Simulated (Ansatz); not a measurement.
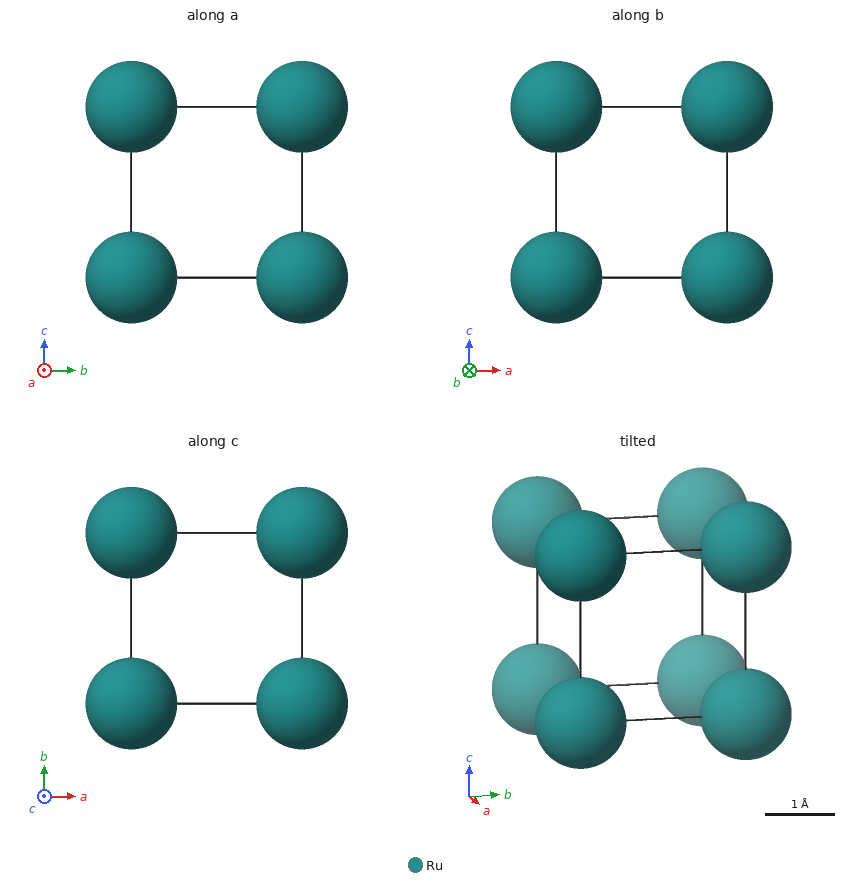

Crystal structure, spheres-only style, seen along the a axis, along the b axis, along the c axis and slightly off an axis. The outline marks the conventional unit cell.

Lattice parameters: a = 2.491 Å, b = 2.491 Å, c = 2.491 Å, α = 90.00°, β = 90.00°, γ = 90.00°.

> Set out the cell and atoms as a table of Wyckoff sites.

Space group Pm-3m (No. 221).
```tsv
atom	site	x	y	z
Ru	1a	0.0000	0.0000	0.0000
```

Starting structure: a structure type filled with this element by a generator (whether the element takes this form wasn't checked). Earlier steps of the study may have refined or changed the cell and positions. It was run through Ansatz as a DFT input.
